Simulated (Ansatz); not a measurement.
Given this structure:

Space group Fd-3m:1 (No. 227). a = 5.434 Å, b = 5.434 Å, c = 5.434 Å, α = 90.00°, β = 90.00°, γ = 90.00°
```tsv
atom	site	symmetry	x	y	z
Si	8a	-43m	0.2500	0.7500	0.7500
```

**Summarise the structure in words.**

The element is silicon. Space group Fd-3m (No. 227), lattice face-centred cubic. Its structure type: diamond. The cell holds eight atoms. Si sits among four Si in a tetrahedral arrangement at 2.35 Å. The bonds build a three-dimensional framework.

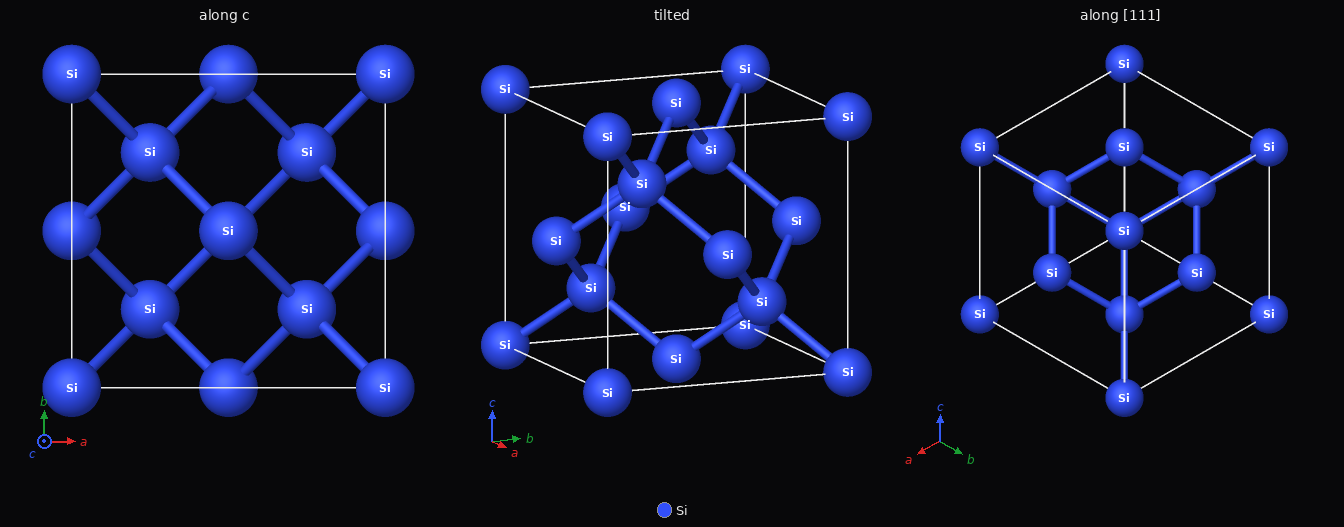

Structure drawing (ball-and-stick), viewed along the c axis, slightly off an axis and along [111]. Atoms at the boundary of the conventional unit cell (the box) are drawn once for each face, edge or corner they touch.

Provenance: a structure listed in the Materials Project. Earlier steps of the study, as a rule a relaxation of our own, may have changed the cell and positions, so they can lie some per cent off the listed ones. It was run through Ansatz as a DFT input.
